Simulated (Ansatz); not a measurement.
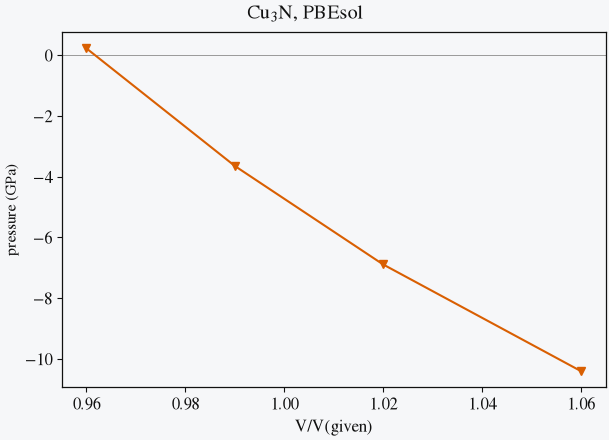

The plot gives the computed pressure against V/V(given) for Cu₃N, space group Pm-3m (No. 221).

Structure:
```xyz
4
Lattice="3.8140 0.0000 0.0000 0.0000 3.8140 0.0000 0.0000 0.0000 3.8140" Properties=species:S:1:pos:R:3 pbc="T T T"
Cu    1.9070    0.0000    0.0000
Cu    0.0000    1.9070    0.0000
Cu    0.0000    0.0000    1.9070
N     0.0000    0.0000    0.0000
```

Calculation (Ansatz 0.2.0): periodic Kohn-Sham DFT of a crystal at fixed atoms, scaled to the stated factor times the given cell; pressure positive in compression. Level: PBEsol.

method frozen-core PAW; relativity scalar; k mesh 10×10×10; occupations Fermi–Dirac; smearing width 0.08 eV; wave cutoff 420 eV; PAW set soft_2.

V(given) is 13.87 Å³/atom.

From this curve and the settings, what does the calculation give for the largest field gradient Vzz at the same points?

The largest field gradient Vzz rises from −4.573 1e21 V/m² at V/V(given) 0.96 to −3.361 1e21 V/m² at 1.06.

```
V/V(given)  largest field gradient Vzz (1e21 V/m²)
      0.96                                  -4.573
      0.99                                  -4.195
      1.02                                  -3.831
      1.06                                  -3.361
```

Caveats: PAW files made with PBE; small gap, it may come from the mesh.
